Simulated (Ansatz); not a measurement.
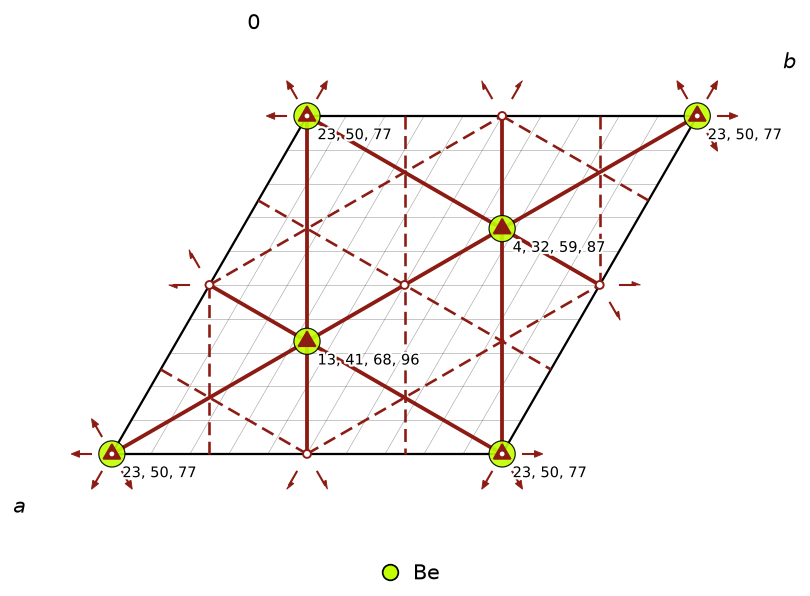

Plan of a unit cell projected along c (a down the page, b across); the numbers are heights in hundredths of c, and atoms on the cell's edges are repeated. The grid marks tenths of a and b. The symmetry elements are drawn over the atoms. Symbols follow the International Tables: origin at the upper left, the third axis towards the viewer; heavy, dashed, dotted, dash-dotted and dash-dot-dot lines are mirror, in-plane glide, out-of-plane glide, diagonal (n; with arrows d) and double (e) glide planes seen edge on; arrows at the rim are 2 (full head) and 2₁ (half head) axes in the plane; the corner sign is a plane parallel to the page; fractions are heights. Handed screw axes carry their printed symbol instead of tails. Source: the geometry relaxed with DFT r2SCAN, scalar-relativistic, plane waves, PAW (Ansatz); the starting structure was generated, so it need not be a known form of this composition. Symmetry computed with spglib at a tolerance of 0.002 Å; standard conventional cell.

a = 2.240 Å, b = 2.240 Å, c = 19.945 Å, α = 90.00°, β = 90.00°, γ = 120.00°.

What does the cell contain?

11 Be: Be, Z = 11.

Which space group?

P-3m1, No. 164, primitive trigonal (hexagonal lattice).

Give the fractional coordinates of all atoms, to two places.

| atom | x | y | z |
| --- | --- | --- | --- |
| Be | 0.67 | 0.33 | 0.68 |
| Be | 0.00 | 0.00 | 0.77 |
| Be | 0.33 | 0.67 | 0.87 |
| Be | 0.67 | 0.33 | 0.96 |
| Be | 0.33 | 0.67 | 0.04 |
| Be | 0.67 | 0.33 | 0.13 |
| Be | 0.00 | 0.00 | 0.23 |
| Be | 0.33 | 0.67 | 0.32 |
| Be | 0.67 | 0.33 | 0.41 |
| Be | 0.00 | 0.00 | 0.50 |
| Be | 0.33 | 0.67 | 0.59 |
